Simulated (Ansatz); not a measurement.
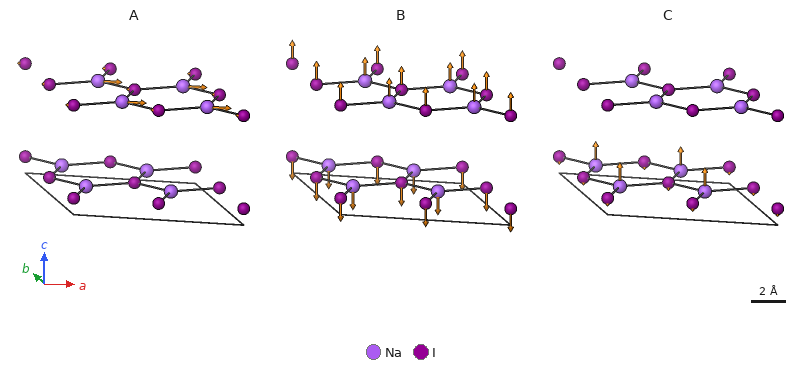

Three optical modes of a free-standing layer of NaI (a generated structure) at the zone centre, in no order (one member of each degenerate set). Displacements are drawn as orange arrows; their common scale and sign are arbitrary. The picture is a ball-and-stick view of the 2 × 2 repeat of the cell, outlined in the plane, without the vacuum, seen slightly off an axis.

The calculation used DFT PBE, scalar-relativistic, plane waves, PAW in Ansatz. Set-up: plane-wave cutoff 420 eV; k-point mesh 6 × 6 × 1; occupations fixed; no spin polarisation.

Frequencies are those without the non-analytic (LO–TO) term.

Q: Rank the modes by frequency, softest first.

A: B (5 cm⁻¹), C (64 cm⁻¹), A (169 cm⁻¹). B, A₁g: All motion is along c of the drawn cell; whole layers move rigidly against one another; the kinetic energy is shared as I 85 %, Na 15 %. C, doubly degenerate: All motion is along c of the drawn cell; the I–Na bond lengths don't change to first order, so for these it is a bending, tilting or sliding motion; the kinetic energy is shared as Na 85 %, I 15 %. A, 4-fold: All motion is along a of the drawn cell; it stretches the shortest I–Na bonds (3.01 Å); the kinetic energy is shared as Na 85 %, I 15 %.
